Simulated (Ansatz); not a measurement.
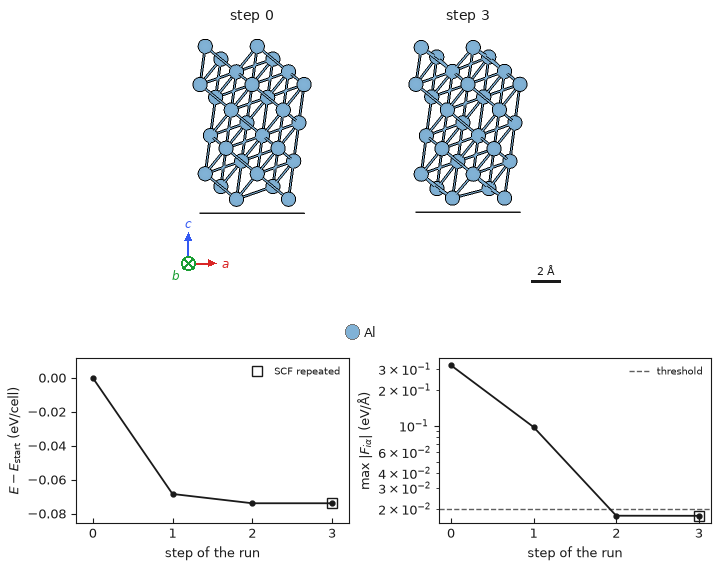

First and last geometry of a relaxation of a slab of composition Al (cut from the Fm-3m phase), with the history of the run. The picture is a ball-and-stick view of the 2 × 1 repeat of the cell, outlined in the plane, without the vacuum, seen along the b axis.

Case: (2 1 0) slab, atoms relaxed. The slab is the (2 1 0) face of Al.

Computed with Ansatz 0.2.0, DFT PBEsol, scalar-relativistic, plane waves, PAW. Settings: plane-wave cutoff 420 eV; k-point mesh 10 × 8 × 1; occupations gaussian; smearing width 0.1 eV; no spin polarisation; dipole correction; atoms relaxed in a fixed cell; force threshold 0.02 eV/Å; at most 60 steps.

Q: What do the curves and the structures tell?

A: It converged. The energy falls by 73.9 meV per cell of the calculation in 2 accepted moves (3 points after the start). Largest force component: 0.32 eV/Å at the start, 0.017 eV/Å at the end. 1 step only repeated the SCF at the same geometry. The largest moves relative to the layer's centre, 0.15 Å, are those of Al atoms. The lattice vectors keep their values. Among the contacts that change: Al–Al 2.839 → 2.937 Å, Al–Al 2.839 → 2.749 Å, Al–Al 2.839 → 2.772 Å, Al–Al 2.839 → 2.900 Å. Bond angles that change, for instance: Al–Al–Al 120.0° → 126.0°, Al–Al–Al 90.0° → 95.3°, Al–Al–Al 120.0° → 125.0°.
